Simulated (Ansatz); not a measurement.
TaN: geometry relaxation (part 1 of 2)

- system: TaN (slab, 12 atoms in the cell)
- method: DFT PBEsol, scalar-relativistic, plane waves, PAW, no spin polarisation (Ansatz 0.2.0)

The structure derives from an entry of the Crystallography Open Database. The input holds or restrains some coordinates. Forces given for the steps count only the free coordinates. It belongs to a series of runs on one base structure; here: clean slab, lower half held.

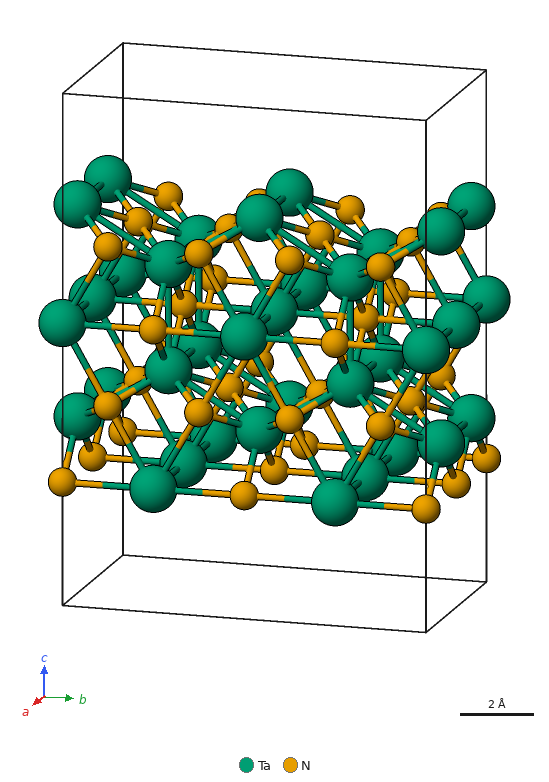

The starting structure (ball-and-stick view of the 2 × 2 repeat of the cell, with the vacuum cut short, seen slightly off an axis). An atom can appear more than once, as a periodic image.

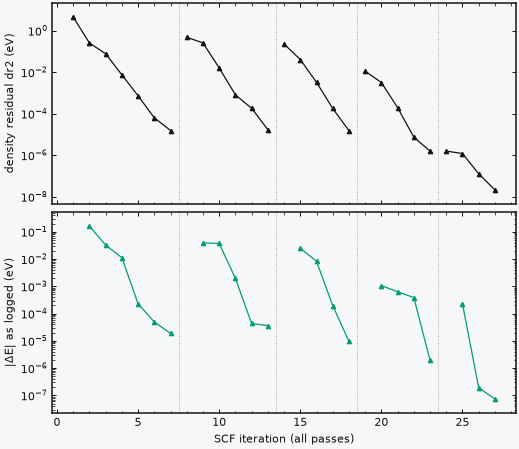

Convergence of the self-consistent field: density residual dr2 and size of the energy change against the SCF iteration. The dotted lines part the SCF passes of the relaxation: geometry steps, rejected trials and re-solves on a re-selected basis. The 5 passes take 4 to 7 iterations each, 27 in all.

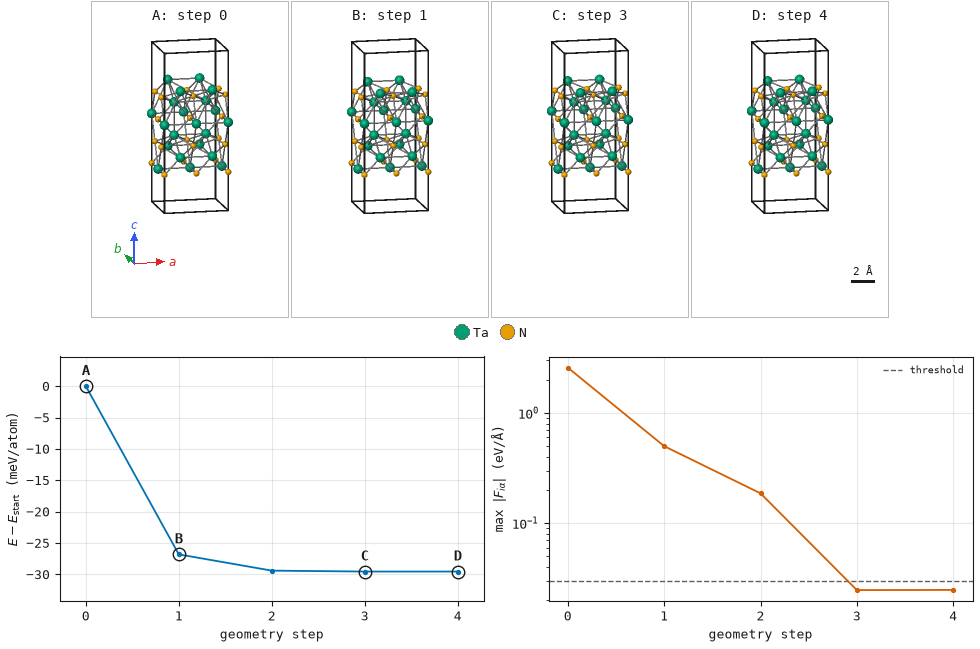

Frames of the restrained relaxation (ball-and-stick view of the 2 × 1 repeat of the cell, with the vacuum cut short, seen slightly off an axis) above the curves, on which the letters mark them (the first geometry is step 0 here and step 1 in the log).

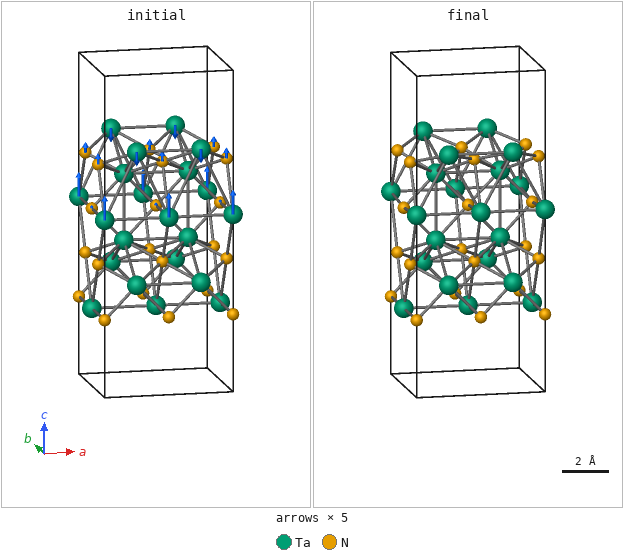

Before (left) and after (right) the restrained relaxation, at one scale (ball-and-stick view of the 2 × 1 repeat of the cell, with the vacuum cut short, seen slightly off an axis). The blue arrows give the displacements, magnified 5 times. The energy falls by 29.5 meV per atom in 4 geometry steps. The largest force component goes from 2.6 to 0.025 eV/Å. The atom that moves furthest is Ta7 (0.22 Å). By element the largest moves are Ta 0.22 Å, N 0.10 Å. The cell stays as it was. Distances before and after: Ta7–Ta12 3.337 → 3.025 Å, N4–Ta7 2.603 → 2.798 Å, Ta7–N10 2.603 → 2.502 Å, Ta9–Ta12 3.005 → 2.936 Å. Among the angles that change: Ta7–N8–Ta7 180.0° → 171.5°, Ta9–N11–Ta12 180.0° → 171.7°, Ta7–N11–Ta12 90.0° → 83.1°. (Atoms are counted from 1 in the order of the input.)

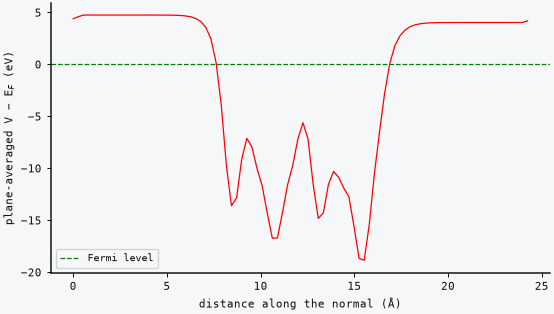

Plane average of the electrostatic potential energy of an electron across the cell, from the Fermi level. The vacuum level lies 4.02 eV above the Fermi level on the upper side and 4.74 eV on the lower.

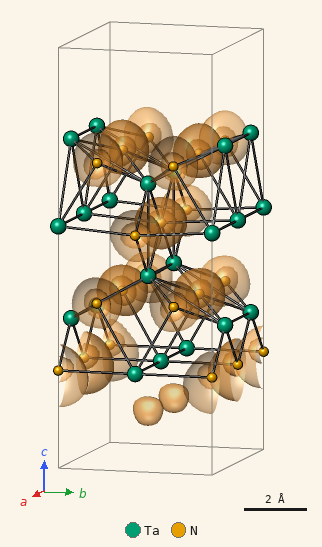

Isosurface of the electron localisation function at 0.7 (orange), seen slightly off an axis. Only the valence region is drawn (cores and ρ < 0.01 e/Å³ removed). Sticks mark near contacts. Values along the shortest contacts: Ta–N (2.03 Å): the ELF peaks at about 0.80 in the valence shell of N, 0.6 Å from its nucleus, and drops to about 0.25 between the two atoms; no shared pair; the contact is polar. Ta–Ta (2.90 Å): the ELF is about 0.15 at the midpoint; no localised pair between them. In a PAW calculation such maps are meaningful between the atoms, not at the nuclei.

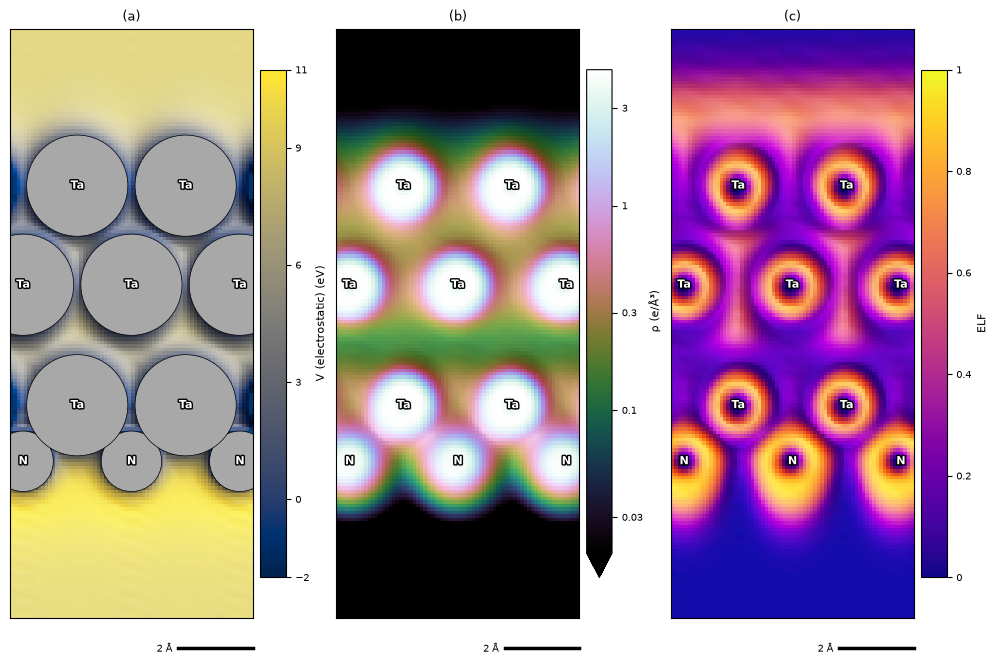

(a) electrostatic potential (local pseudopotential plus Hartree) felt by an electron; (b) valence electron density; (c) electron localisation function on the (010) plane of the calculation cell, a cut from vacuum to vacuum. Grey discs, where drawn, cover atomic cores. Ta–Ta (2.90 Å): ρ is about 0.3 e/Å³ halfway; the ELF is about 0.15 at the midpoint; no localised pair between them. Ta–N (2.09 Å): ρ is about 0.82 e/Å³ halfway; the ELF is about 0.35 at the midpoint. Ta–Ta (3.02 Å): ρ is about 0.27 e/Å³ halfway; the ELF is about 0.30 at the midpoint (no localised pair between them). The density dies away to nearly zero in the vacuum. The strong features right at Ta lie inside the PAW spheres (semicore, d or f shells) and say nothing about bonding.

These pictures come from the run below.

Input file:
```yaml
crystal:
  lattice:
    - [2.9035873944, 0.0, 0.0]
    - [0.0, 5.205089413, 0.0]
    - [0.0, 0.0, 24.5128994344]
  atoms:
    - { symbol: Ta, position: [0.0, 0.5, 0.3467562058] }
    - { symbol: "N", position: [0.0, 0.0, 0.3467562058] }
    - { symbol: Ta, position: [0.5, 0.0, 0.4080537235] }
    - { symbol: "N", position: [0.0, 0.25, 0.4387024823] }
    - { symbol: "N", position: [0.0, 0.75, 0.4387024823] }
    - { symbol: Ta, position: [0.5, 0.5, 0.4693512412] }
    - { symbol: Ta, position: [0.0, 0.0, 0.5306487588] }
    - { symbol: "N", position: [0.0, 0.5, 0.5306487588] }
    - { symbol: Ta, position: [0.5, 0.5, 0.5919462765] }
    - { symbol: "N", position: [0.0, 0.75, 0.6225950354] }
    - { symbol: "N", position: [0.0, 0.25, 0.6225950354] }
    - { symbol: Ta, position: [0.5, 0.0, 0.6532437942] }
basis:
  ecutwfc: 420
kpoints:
  mp_grid: { grid: [10, 6, 1] }
hamiltonian:
  xc: pbesol
scf:
  occupations: { method: gaussian, width: 0.1 }
output:
  forces: true
  eigenvalues: true
  write_density: true
  write_potential: true
  elf: true
  volumetric_format: npy
relax:
  adjacent_minimum: "off"
  f_tol: 0.03
  max_steps: 70
  constraints: [{ sites: [0, 1, 2, 3, 4, 5] }]
efield:
  axis: 3
  dipole_correction: true
  ramp_width: 0.04
```

Command:
```bash
ansatz run input.yaml --threads 2 --pin off --max-ram 5120MiB --backend cpu --events-out ev --progress --plain --runs-dir out
```

Output:
```
Engine: ansatz 0.2.0, x86_64-unknown-linux-gnu
Pseudopotentials: kind: paw
Pseudopotential: Ta, paw, valence charge 13, recommended cutoff 420 eV (normal), Ta.paw.azcp
Pseudopotential: N, paw, valence charge 5, recommended cutoff 420 eV (normal), N.paw.azcp
Functional definition: PBEsol
  exchange = pbesol_x
  correlation = pbesol_c
Crystal: 12 atoms, lattice volume = 370.474 Å³
Basis set: ecut = 420 eV, 7169 PW (Γ), exchange–correlation on 40×72×360 points (8 copies of the dense FFT grid, shifted against one another)
Bands: 66, of which v1, the nominal top of the filled ones, is band 54 counted from 1 (53 counted from 0)
Symmetry: 4 space group operations
Space group: Pmm2 (ITA 25), of the structure as read, at distance tolerance 7.2e-5 Å
k-points: 24 of 60
Non-local potential: Ta, projectors of the file, l = 0: 3, l = 1: 2, l = 2: 2, l = 3: 1
Non-local potential: N, projectors of the file, l = 0: 2, l = 1: 2, l = 2: 1
PAW form: soft (Blöchl's): semilocal exchange-correlation on the pseudo side does not see the compensation charge
PAW frozen core: Ta, regenerated for the run's functional, and the local potential with it (the file was generated under x = pbe(κ = 0.804, μ = 0.2195149727645171), c = pbe(β = 0.06672455060314922))
PAW frozen core: N, regenerated for the run's functional, and the local potential with it (the file was generated under x = pbe(κ = 0.804, μ = 0.2195149727645171), c = pbe(β = 0.06672455060314922))
PAW one-centre angular grid: Ta, 590 points (default); XC on 64 Gauss nodes
PAW one-centre angular grid: N, 110 points (default); XC on 64 Gauss nodes
Initial density: superposition of atomic densities (neutral atoms: chi_scale 0, normalization atom), corrected by the library's trained network
Initial wavefunctions: pseudopotential atomic-orbital guess
Functional: x = pbesol(κ = 0.804, μ = 0.12345679012345678), c = pbesol(β = 0.046)
SCF iter   1: F=—  HF=-61114.749765 eV  |F-HF|=—  |Δ(HF+E_count)|=         —  Δρ=1.13e-2  dr2=4.50e0  ethr=1.77e-3  p=0.032 e·Å  D=1.58e-2 V/Å  ΔV_dip=-0.39 eV  dr2_dipole=5.14e-1  V_vac-E_F(+/−)=4.70/5.09 eV  ⟨swp⟩=9.0  Hψ=8175  notcnv=0
efield: sawtooth ramp at fractional position 0.9800 (placed from the atoms, in the widest stretch of the axis that holds none; the zero of the levels goes with the place), width 0.0400; the density the first Hamiltonian is built on has a dipole p = 0.032 e·Å; the dipole correction subtracts the counter field D = 1.58e-2 V/Å, which shifts the + side's vacuum level by -0.39 eV against the − side's; the planar-averaged density in the ramp window peaks in size at 3.6e-5 e/Å³
preconditioner: auto → LDOS  [metal: Δε(μ)=0.018 eV  Ē_g=8.319 eV  σ=0.100 eV  W_gap=0.10  n_scr=52 (ndim 8)  ℏωp=14.9 eV  f_vac=0.555  D(μ)=5.97/eV (n_scr^D=30)  β→1.0]
SCF iter   2: F=—  HF=-61114.590682 eV  |F-HF|=—  |Δ(HF+E_count)|=   1.59e-1  Δρ=7.01e-3  dr2=2.53e-1  ethr=1.77e-3  p=0.031 e·Å  D=1.51e-2 V/Å  ΔV_dip=-0.37 eV  dr2_dipole=1.56e-2  V_vac-E_F(+/−)=4.41/4.78 eV  ⟨swp⟩=2.8  Hψ=2551  notcnv=0  defer=97
SCF iter   3: F=—  HF=-61114.558188 eV  |F-HF|=—  |Δ(HF+E_count)|=   3.25e-2  Δρ=3.59e-3  dr2=7.67e-2  ethr=2.34e-4  p=0.024 e·Å  D=1.17e-2 V/Å  ΔV_dip=-0.29 eV  dr2_dipole=2.73e-6  V_vac-E_F(+/−)=4.49/4.77 eV  ⟨swp⟩=2.5  Hψ=2723  notcnv=0  defer=98
SCF iter   4: F=—  HF=-61114.546976 eV  |F-HF|=—  |Δ(HF+E_count)|=   1.12e-2  Δρ=8.60e-4  dr2=7.42e-3  ethr=7.10e-5  p=0.022 e·Å  D=1.07e-2 V/Å  ΔV_dip=-0.26 eV  dr2_dipole=2.83e-4  V_vac-E_F(+/−)=4.48/4.75 eV  ⟨swp⟩=2.0  Hψ=2240  notcnv=0  defer=95
SCF iter   5: F=—  HF=-61114.546748 eV  |F-HF|=—  |Δ(HF+E_count)|=   2.28e-4  Δρ=2.98e-4  dr2=7.22e-4  ethr=6.87e-6  p=0.020 e·Å  D=9.82e-3 V/Å  ΔV_dip=-0.24 eV  dr2_dipole=2.71e-5  V_vac-E_F(+/−)=4.48/4.73 eV  ⟨swp⟩=2.1  Hψ=2309  notcnv=0  defer=94
SCF iter   6: F=—  HF=-61114.546797 eV  |F-HF|=—  |Δ(HF+E_count)|=   4.91e-5  Δρ=1.28e-4  dr2=6.30e-5  ethr=6.68e-7  p=0.019 e·Å  D=9.14e-3 V/Å  ΔV_dip=-0.22 eV  dr2_dipole=2.78e-6  V_vac-E_F(+/−)=4.49/4.71 eV  ⟨swp⟩=2.1  Hψ=2256  notcnv=0  defer=94
SCF iter   7: F=-61114.546813 eV  HF=-61114.546816 eV  |F-HF|=2.13e-6  |Δ(HF+E_count)|=   1.86e-5  Δρ=6.08e-5  dr2=1.54e-5  ethr=2.08e-8  p=0.018 e·Å  D=8.83e-3 V/Å  ΔV_dip=-0.22 eV  dr2_dipole=8.70e-7  V_vac-E_F(+/−)=4.49/4.71 eV  ⟨swp⟩=27.6  Hψ=20379  notcnv=0
SCF 1 converged in 7 iterations: F = -61114.546813 eV  dr2 = 1.54e-5
  greatest PAW one-centre occupation: 1.000 electrons in one spin orbital (limit 2), on the Ta atom at site 8 (counted from 0), in its partial waves of l = 0
relax step   1: F+E_penalty+E_count = -61114.54681339 eV  Δ(F+E_penalty+E_count) = +0.000e0 eV  max|allowed force component| = 2.582e0 eV/Å  Δτ_max = 0.0000 Å  (7 SCF iters, dr2 threshold 2.25e-5 eV, accepted)
Initial density: handed on by an earlier stage of this run
Initial wavefunctions: those handed on with the density
iter 1 solved again at ethr=4.87e-4 eV; its pass at ethr=3.10e-3 eV (dr2=5.26e-1 eV) is discarded
SCF iter   1: F=—  HF=-61114.946618 eV  |F-HF|=—  |Δ(HF+E_count)|=         —  Δρ=8.47e-3  dr2=4.77e-1  ethr=4.87e-4  p=0.018 e·Å  D=8.83e-3 V/Å  ΔV_dip=-0.22 eV  dr2_dipole=9.77e-2  V_vac-E_F(+/−)=4.45/4.67 eV  ⟨swp⟩=2.1  Hψ=6302  notcnv=0  defer=119
efield: sawtooth ramp at fractional position 0.9800 (handed on by an earlier solve), width 0.0400; the density the first Hamiltonian is built on has a dipole p = 0.018 e·Å; the dipole correction subtracts the counter field D = 8.83e-3 V/Å, which shifts the + side's vacuum level by -0.22 eV against the − side's; the planar-averaged density in the ramp window peaks in size at 5.4e-6 e/Å³
preconditioner: auto → LDOS  [metal: Δε(μ)=0.026 eV  Ē_g=8.455 eV  σ=0.100 eV  W_gap=0.15  n_scr=52 (ndim 8)  ℏωp=14.9 eV  f_vac=0.560  D(μ)=6.10/eV (n_scr^D=30)  β→1.0]
SCF iter   2: F=—  HF=-61114.907686 eV  |F-HF|=—  |Δ(HF+E_count)|=   3.89e-2  Δρ=4.42e-3  dr2=2.56e-1  ethr=4.42e-4  p=0.057 e·Å  D=2.80e-2 V/Å  ΔV_dip=-0.69 eV  dr2_dipole=2.12e-2  V_vac-E_F(+/−)=4.03/4.71 eV  ⟨swp⟩=3.1  Hψ=2853  notcnv=0  defer=119
SCF iter   3: F=—  HF=-61114.870370 eV  |F-HF|=—  |Δ(HF+E_count)|=   3.73e-2  Δρ=1.25e-3  dr2=1.59e-2  ethr=2.37e-4  p=0.050 e·Å  D=2.46e-2 V/Å  ΔV_dip=-0.60 eV  dr2_dipole=2.07e-3  V_vac-E_F(+/−)=4.12/4.72 eV  ⟨swp⟩=2.3  Hψ=2905  notcnv=0  defer=119
SCF iter   4: F=—  HF=-61114.868423 eV  |F-HF|=—  |Δ(HF+E_count)|=   1.95e-3  Δρ=3.70e-4  dr2=8.05e-4  ethr=1.48e-5  p=0.057 e·Å  D=2.76e-2 V/Å  ΔV_dip=-0.68 eV  dr2_dipole=1.46e-7  V_vac-E_F(+/−)=4.05/4.73 eV  ⟨swp⟩=3.0  Hψ=2690  notcnv=0  defer=119
SCF iter   5: F=—  HF=-61114.868466 eV  |F-HF|=—  |Δ(HF+E_count)|=   4.32e-5  Δρ=1.71e-4  dr2=1.81e-4  ethr=7.45e-7  p=0.058 e·Å  D=2.84e-2 V/Å  ΔV_dip=-0.70 eV  dr2_dipole=4.32e-5  V_vac-E_F(+/−)=4.03/4.73 eV  ⟨swp⟩=2.4  Hψ=2670  notcnv=0  defer=119
SCF iter   6: F=-61114.868492 eV  HF=-61114.868502 eV  |F-HF|=1.03e-5  |Δ(HF+E_count)|=   3.59e-5  Δρ=5.94e-5  dr2=1.70e-5  ethr=9.26e-8  p=0.059 e·Å  D=2.89e-2 V/Å  ΔV_dip=-0.71 eV  dr2_dipole=2.07e-6  V_vac-E_F(+/−)=4.02/4.73 eV  ⟨swp⟩=27.5  Hψ=20231  notcnv=0
SCF 2 converged in 6 iterations: F = -61114.868492 eV  dr2 = 1.70e-5
relax step   2: F+E_penalty+E_count = -61114.86849201 eV  Δ(F+E_penalty+E_count) = -3.217e-1 eV  max|allowed force component| = 5.003e-1 eV/Å  Δτ_max = 0.1962 Å  (6 SCF iters, dr2 threshold 1.00e-4 eV, accepted)
SCF iter   1: F=—  HF=-61114.932630 eV  |F-HF|=—  |Δ(HF+E_count)|=         —  Δρ=5.27e-3  dr2=2.27e-1  ethr=1.54e-3  p=0.059 e·Å  D=2.89e-2 V/Å  ΔV_dip=-0.71 eV  dr2_dipole=3.57e-2  V_vac-E_F(+/−)=4.02/4.73 eV  ⟨swp⟩=4.0  Hψ=3237  notcnv=0  defer=122
efield: sawtooth ramp at fractional position 0.9800 (handed on by an earlier solve), width 0.0400; the density the first Hamiltonian is built on has a dipole p = 0.059 e·Å; the dipole correction subtracts the counter field D = 2.89e-2 V/Å, which shifts the + side's vacuum level by -0.71 eV against the − side's; the planar-averaged density in the ramp window peaks in size at 4.8e-6 e/Å³
preconditioner: auto → LDOS  [metal: Δε(μ)=0.014 eV  Ē_g=8.396 eV  σ=0.100 eV  W_gap=0.08  n_scr=52 (ndim 8)  ℏωp=14.9 eV  f_vac=0.557  D(μ)=6.42/eV (n_scr^D=34)  β→1.0]
SCF iter   2: F=—  HF=-61114.908098 eV  |F-HF|=—  |Δ(HF+E_count)|=   2.45e-2  Δρ=2.70e-3  dr2=4.04e-2  ethr=2.10e-4  p=0.057 e·Å  D=2.80e-2 V/Å  ΔV_dip=-0.69 eV  dr2_dipole=4.69e-4  V_vac-E_F(+/−)=4.05/4.73 eV  ⟨swp⟩=2.5  Hψ=2710  notcnv=0  defer=121
SCF iter   3: F=—  HF=-61114.899782 eV  |F-HF|=—  |Δ(HF+E_count)|=   8.32e-3  Δρ=6.94e-4  dr2=3.24e-3  ethr=3.75e-5  p=0.059 e·Å  D=2.90e-2 V/Å  ΔV_dip=-0.71 eV  dr2_dipole=1.10e-4  V_vac-E_F(+/−)=4.02/4.73 eV  ⟨swp⟩=2.8  Hψ=2249  notcnv=0  defer=121
SCF iter   4: F=—  HF=-61114.899586 eV  |F-HF|=—  |Δ(HF+E_count)|=   1.96e-4  Δρ=1.76e-4  dr2=1.77e-4  ethr=3.00e-6  p=0.059 e·Å  D=2.88e-2 V/Å  ΔV_dip=-0.71 eV  dr2_dipole=7.27e-6  V_vac-E_F(+/−)=4.03/4.73 eV  ⟨swp⟩=3.0  Hψ=2759  notcnv=0  defer=121
SCF iter   5: F=-61114.899572 eV  HF=-61114.899577 eV  |F-HF|=4.81e-6  |Δ(HF+E_count)|=   9.56e-6  Δρ=5.19e-5  dr2=1.52e-5  ethr=1.45e-8  p=0.059 e·Å  D=2.89e-2 V/Å  ΔV_dip=-0.71 eV  dr2_dipole=3.88e-9  V_vac-E_F(+/−)=4.03/4.73 eV  ⟨swp⟩=25.5  Hψ=19816  notcnv=0
SCF 3 converged in 5 iterations: F = -61114.899572 eV  dr2 = 1.52e-5
relax step   3: F+E_penalty+E_count = -61114.89957173 eV  Δ(F+E_penalty+E_count) = -3.108e-2 eV  max|allowed force component| = 1.866e-1 eV/Å  Δτ_max = 0.0761 Å  (5 SCF iters, dr2 threshold 1.56e-5 eV, accepted)
```
